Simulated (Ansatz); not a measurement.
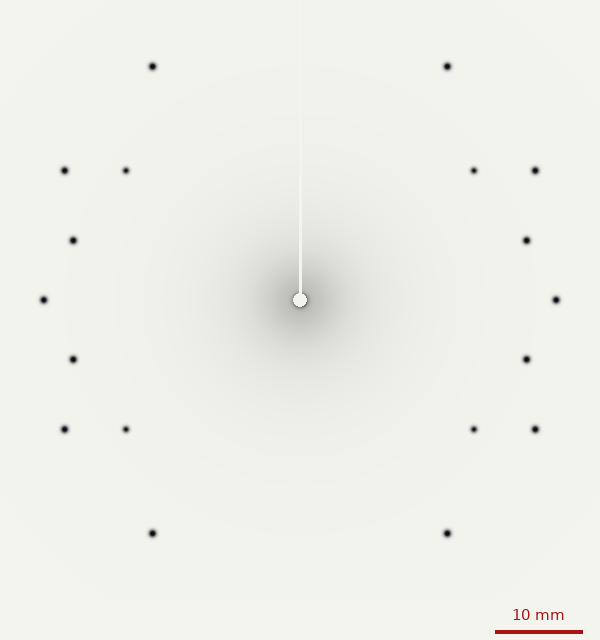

Simulated X-ray rotation photograph: Fe Kα radiation (λ = 1.9373 Å), cylindrical film of radius 30.0 mm unrolled, rotation axis vertical and normal to the beam, kinematic intensities without Lorentz or polarisation factors, the film spanning ±63° about the beam; spots down to d = 2.05 Å.

**What lattice repeat along the rotation axis do the layer lines give?**

The first layer line lies 6.8 mm from the equator, so tan ν = 0.228, sin ν = 0.222 and the period is λ/sin ν = 8.72 Å. Further lines follow at 14.9, 26.8 mm.

The crystal is Ir, space group Pm-3n (No. 223), a = 5.03 Å. Structure: the geometry relaxed with DFT, BLYP, plane waves (420 eV) with PAW, scalar-relativistic (Ansatz 0.2.0); the starting structure was generated, so it need not be a known form of this composition.

**About which axis was it rotated?**

About [111] (or an equivalent direction), whose length in the conventional cell is 8.716 Å.
